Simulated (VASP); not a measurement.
Crystal: C, the geometry relaxed with VASP, VASP Kohn-Sham DFT of a periodic cell, PBEsol0, VASP PAW PBE potentials, recommended.

```
C
1.0
     3.53516    0.00000    0.00000
     0.00000    3.53516    0.00000
     0.00000    0.00000    3.53516
C
8
Direct
  0.25000 0.25000 0.25000
  0.00000 0.00000 0.00000
  0.25000 0.75000 0.75000
  0.00000 0.50000 0.50000
  0.75000 0.25000 0.75000
  0.50000 0.00000 0.50000
  0.75000 0.75000 0.25000
  0.50000 0.50000 0.00000
```

Q: What does its first Brillouin zone look like, and which path through it is standard?

A: It has a face-centred cubic lattice (cF; extended symbol cF2). The zone is a truncated octahedron in its combinatorial type: 14 faces (6 with 4 edges, 8 with 6 edges), 36 edges, 24 vertices. Path: Γ–X–U | K–Γ–L–W–X.

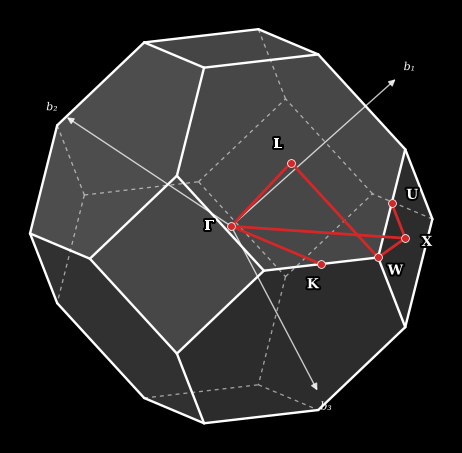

Labels and path follow the convention of Hinuma et al. (2017), as computed by seekpath; the arrows show the directions of the reciprocal primitive vectors b₁, b₂, b₃, in which coordinates are given; lengths include the factor 2π.

```json
{"point": "Γ", "k₁": "0", "k₂": "0", "k₃": "0", "length of k (1/Å)": "0.000"}
{"point": "X", "k₁": "1/2", "k₂": "0", "k₃": "1/2", "length of k (1/Å)": "1.777"}
{"point": "L", "k₁": "1/2", "k₂": "1/2", "k₃": "1/2", "length of k (1/Å)": "1.539"}
{"point": "W", "k₁": "1/2", "k₂": "1/4", "k₃": "3/4", "length of k (1/Å)": "1.987"}
{"point": "K", "k₁": "3/8", "k₂": "3/8", "k₃": "3/4", "length of k (1/Å)": "1.885"}
{"point": "U", "k₁": "5/8", "k₂": "1/4", "k₃": "5/8", "length of k (1/Å)": "1.885"}
```
